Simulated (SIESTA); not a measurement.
# MgSe: 7 runs along one coordinate

System: MgSe (Fm-3m, 2 atoms in the cell).
Method: Kohn-Sham DFT of a periodic cell, PBE, PseudoDojo 0.4 standard, converted to PSML, no spin polarisation (SIESTA 5.4.2).

The 7 runs differ only in the geometry, by an even scaling of the cell at fixed fractional positions. The structure derives from an entry of the Crystallography Open Database.

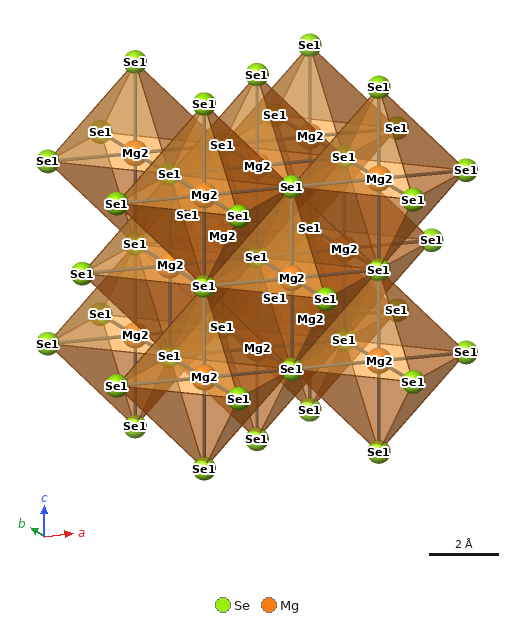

Figure 1. The structure of run 4 (polyhedral view of the cell 4 times as large as that of the calculation, set on its symmetry axes, seen slightly off an axis; polyhedra are completed across the faces of the cell; atoms are numbered from 1 in the order of the input). An atom can appear more than once, as a periodic image.

### Input of run 4
```
SystemName                      MgSe
SystemLabel                     MgSe
NumberOfSpecies                 2
NumberOfAtoms                   2
%block ChemicalSpeciesLabel
  1  34 Se
  2  12 Mg
%endblock ChemicalSpeciesLabel

LatticeConstant                 1.0 Ang
%block LatticeVectors
     0.0000000000     2.7255000000     2.7255000000
     2.7255000000     0.0000000000     2.7255000000
     2.7255000000     2.7255000000     0.0000000000
%endblock LatticeVectors
AtomicCoordinatesFormat         Fractional
%block AtomicCoordinatesAndAtomicSpecies
     0.5000000000     0.5000000000     0.5000000000  1  Se
     0.0000000000     0.0000000000     0.0000000000  2  Mg
%endblock AtomicCoordinatesAndAtomicSpecies

%block kgrid.MonkhorstPack
    8   0   0  0.0
    0   8   0  0.0
    0   0   8  0.0
%endblock kgrid.MonkhorstPack
XC.Functional                   GGA
XC.Authors                      PBE
PAO.BasisSize                   DZP
PAO.EnergyShift                 0.003 Ry
Mesh.Cutoff                     800 Ry
OccupationFunction              FD
ElectronicTemperature           0.05 eV
MaxSCFIterations                120
SCF.MustConverge                false
SCF.Mixer.Method                Pulay
SCF.Mixer.Weight                0.25
SCF.Mixer.History               8
SCF.DM.Tolerance                5.0e-05
SCF.H.Tolerance                 1.0e-03 eV
WriteForces                     true
Charge.Mulliken                 end
Charge.Hirshfeld                end
Charge.Voronoi                  end
SaveRho                         true
SaveElectrostaticPotential      true
%block PAO.Basis
  Se 4
  n=4 0 2
    5.139 0.000
  n=4 1 2
    6.735 0.000
  n=3 2 2
    2.657 0.000
  n=4 2 1
    6.735
  Mg 4
  n=2 0 2
    2.604 0.000
  n=3 0 2
    8.245 0.000
  n=2 1 2
    2.943 0.000
  n=3 1 1
    8.245
%endblock PAO.Basis
```

Command:
```bash
siesta < MgSe.fdf > MgSe.out 2>&1
```

Run 2 has the same physical settings and fractional positions; its lattice vectors (Å) are:
```
   0.000000    2.688664    2.688664
   2.688664    0.000000    2.688664
   2.688664    2.688664    0.000000
```

### Results, with one run withheld

```csv
run,volume per atom (Å³),"free energy per atom, from the lowest run given (meV)",pressure (GPa),gap on the mesh (eV)
1,19.031,64.33,9.30,2.01
2,19.436,?,?,?
3,19.841,26.42,5.75,1.95
4,20.246,14.10,4.05,1.92
5,20.651,5.60,2.66,1.89
6,21.056,1.71,1.34,1.86
7,21.461,0.00,0.06,1.83
```

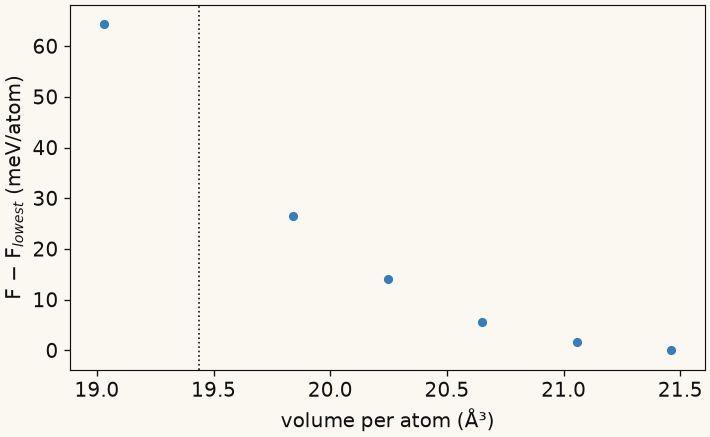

Figure 2. Free energy per atom of the runs given; the dotted line marks run 2.

Estimate the energy of run 2 from the others.

A cubic polynomial in V^(−2/3) (the Birch–Murnaghan form), fitted to the 6 runs given, misses them by at most 0.36 meV per atom. With x = V^(−2/3) − 0.13414 Å⁻², it reads F = 11.536 + 5104.1 x + 5.6823e+05 x² − 2.8366e+05 x³ (meV per atom). At run 2 it gives 42.92 meV per atom, and the run itself gives 43.06. The slope of the fit gives a pressure −dF/dV of 7.49 GPa there, and the run prints 7.50 GPa. The fit has its minimum at 21.418 Å³ per atom, where V d²F/dV² gives 64 GPa: the bulk modulus at this level, since symmetry fixes the shape and the positions. The gap on the mesh goes, without turning, from 2.01 eV in run 1 to 1.83 eV in run 7; run 2 has 1.98 eV. These are gaps of this functional on this mesh, which can miss the band edges; they aren't the measured gap.

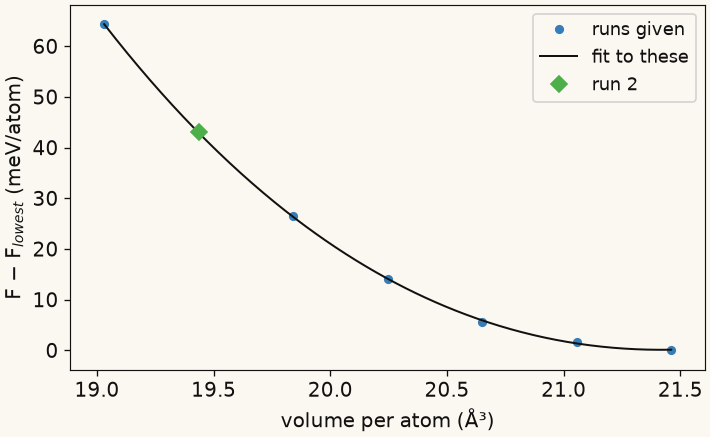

Figure 3. The fit and the withheld run.

### Some lines of the output (run 2)
```
[...]
outcell: Cell volume (Ang**3)        :     38.8723
stepf: Fermi-Dirac step function
siesta: Etot    =     -4916.496823
siesta: FreeEng =     -4916.496823
        iscf     Eharris(eV)        E_KS(eV)     FreeEng(eV)     dDmax    Ef(eV) dHmax(eV)
siesta: E_KS(eV) =            -4916.7621
siesta: E_KS - E_eggbox =     -4916.7621
siesta: Etot    =     -4916.762089
siesta: FreeEng =     -4916.762089
siesta:         Fermi =      -4.253049
siesta: Cell volume =         38.872260 Ang**3
    Orbital volume contribution        =           1.741365 eV
```

Notes: Points of doubt noted for this run: mulliken charges of long orbitals. With a small basis of atomic orbitals these values can differ much from converged plane-wave results.
